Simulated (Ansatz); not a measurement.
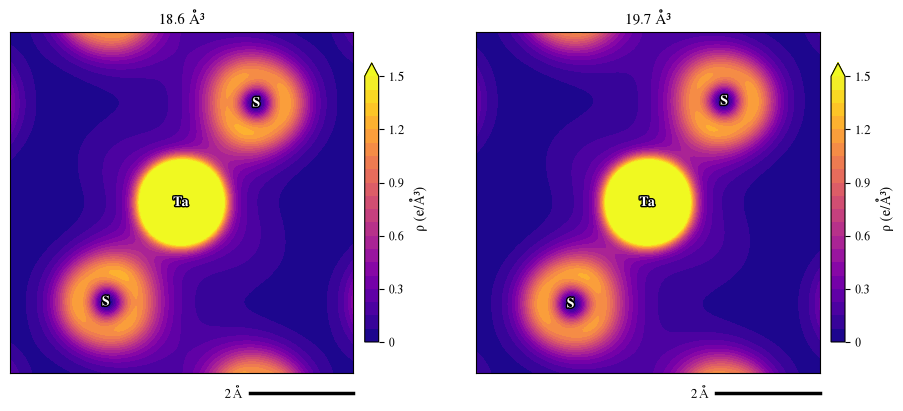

TaS₂. The valence pseudo-density of cells scaled evenly to different volumes (given per atom above each panel), on the (110) plane of each (indices in the axes of the cell below), at one length scale and on one colour scale.

Computed without spin polarisation.

These are results of DFT, PBEsol, PAW with Ansatz's default frozen-core files, scalar-relativistic (Ansatz), not measurements.

The largest cell:

```cif
data_structure
_symmetry_space_group_name_H-M 'P 1'
_symmetry_Int_Tables_number 1
_cell_length_a 3.3941
_cell_length_b 3.3941
_cell_length_c 5.9371
_cell_angle_alpha 90.000
_cell_angle_beta 90.000
_cell_angle_gamma 120.000
_cell_volume 59.23
loop_
_atom_site_label
_atom_site_type_symbol
_atom_site_fract_x
_atom_site_fract_y
_atom_site_fract_z
_atom_site_occupancy
Ta1 Ta 0.00000 0.00000 0.00000 1
S1 S 0.33333 0.66667 0.25000 1
S2 S 0.66667 0.33333 0.75000 1
```

| volume (Å³/atom) | Ta–S contact in the plane (Å) | ρ at its midpoint (e/Å³) | pressure (GPa) | 
| --- | --- | --- | --- |
| 18.60 | 2.410 | 0.580 | 7.5 | 
| 19.17 | 2.434 | ? | ? | 
| 19.74 | 2.458 | 0.537 | −1.1 | 

Estimate the missing row, and compare with the calculation.

Answer. Over the known rows ln ρ falls by 1.60 per Å of Ta–S distance (the line through the two), which gives 0.558 e/Å³ at 2.434 Å; the calculation gives 0.558 e/Å³. For the pressure, a straight line in volume between the neighbouring rows gives 3.2 GPa; the calculation gives 2.9.
